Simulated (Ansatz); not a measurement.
## Electronic structure of Br in real space

```
Br
1.0
     4.26301    0.00000    0.00000
    -2.13150    3.69187    0.00000
     0.00000    0.00000    6.96431
Br
2
Direct
  0.33333 0.66667 0.25000
  0.66667 0.33333 0.75000
```

Space group P6₃/mmc; built by placing these elements on a known structure type; computed pressure about −3 GPa in this cell.

Level of theory: DFT, PAW plane waves, r2SCAN (Ansatz 0.2.0).

Core electrons are frozen (PAW), and the valence fields are smoothed inside the atomic spheres.

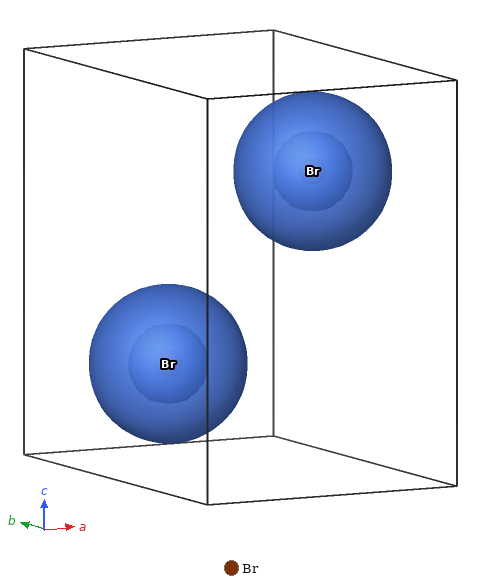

Figure 1. Isosurface of the electron localisation function at 0.75 (blue), seen at an oblique angle. Core shells are left out.

Question: Where are the electrons localised?

Answer: At this value the surface marks out two regions wrapped around Br (the valence shell of each), counted in one cell of 2 atoms. Regions shared between cells count once.


Br–Br (4.26 Å): the ELF is about 0 at the midpoint: no localised pair shows between them.

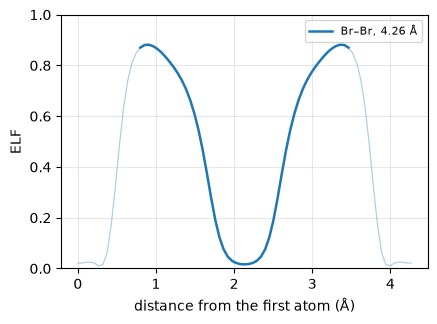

Figure 2. ELF along straight lines between neighbouring atoms. Thin, pale parts lie inside the atomic spheres.

Question: What can be read from the curves?

Answer: Br–Br (4.26 Å): the ELF is about 0 at the midpoint (no shared electron pair shows on this line).

Question: Does the calculation make it a metal, or give it a gap?

Answer: It is metallic or semimetallic at this level of theory: no gap opens.
